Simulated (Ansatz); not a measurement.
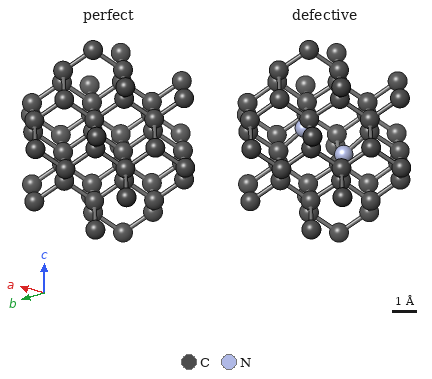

Left: perfect C. Right: the same region with a pair of point defects, after relaxing the atoms in a supercell of 64 sites. Style: ball-and-stick. Shown: the atoms within 4.1 Å of one point, from a free direction.

The calculation used DFT, PBEsol, PAW, plane waves (Ansatz). Settings: plane-wave cutoff 420 eV; k-point mesh 1 × 1 × 1; mesh shifted by (0.25, 0.25, 0.25); collinear spin. Fermi-Dirac smearing of 0.01 eV. A uniform background neutralises the charged cell. The axes drawn are those of the host's conventional cell.

Question: Which defect is it?

Answer: Two carbon atoms are replaced by nitrogen, the two sites 1.5 Å apart.

The charge state of the cell is +1.

Question: How does the lattice respond?

Answer: One site: in the host the C atom has 4 C at 1.54 Å; the N atom ends with 3 C at 1.47 Å. The other site: in the host the C atom has 4 C at 1.54 Å; the N atom ends with 3 C at 1.47 Å. Of the host's atoms, a carbon atom moves furthest from its site, by 0.05 Å. The N atom itself moves 0.24 Å from where it was put. The N atom itself moves 0.24 Å from where it was put. The cell's net moment is 1.00 μB.

Limits of the set-up: the periodic images lie only 7.1 Å apart, so the values are limited by the cell's size; the cell is charged, on a uniform background, and energies carry no finite-size correction.
